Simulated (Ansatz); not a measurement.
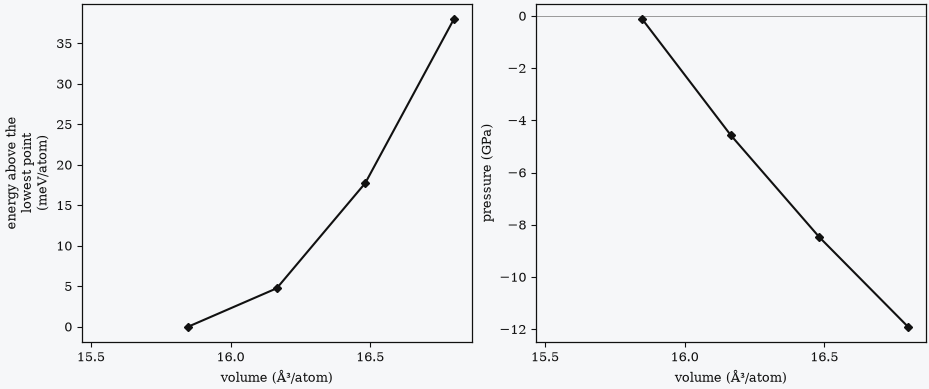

Plotted: energy above the lowest point and pressure against volume for Pt, space group Im-3m (No. 229) (one of a set of cubic test structures, which need not be the stable phase).

Method: equation of state of a cubic crystal from periodic Kohn-Sham density functional theory without spin, third-order Birch-Murnaghan fit to the free energies; pressure corrected for the finite basis (Ansatz 0.2.0 development build). Level: PBE.

structure type bcc; atoms in cell 1; space group number 229; lattice centring body-centred primitive; k mesh 24×24×24; occupation method Fermi–Dirac; occupation width 0.06123 eV; wave cutoff 570 eV; datasets hand-made PAW; density tolerance 1e−09 eV; bands 13; density cutoff ratio 4; search for lower states default.

The point at volume 15.53 Å³/atom is left out of the plot. What does the calculation give there?

```csv
volume (Å³/atom),energy above the lowest point (meV/atom),pressure (GPa)
15.53,4.6,4.9
```

Caveats: cubic model structure, not the ambient form.
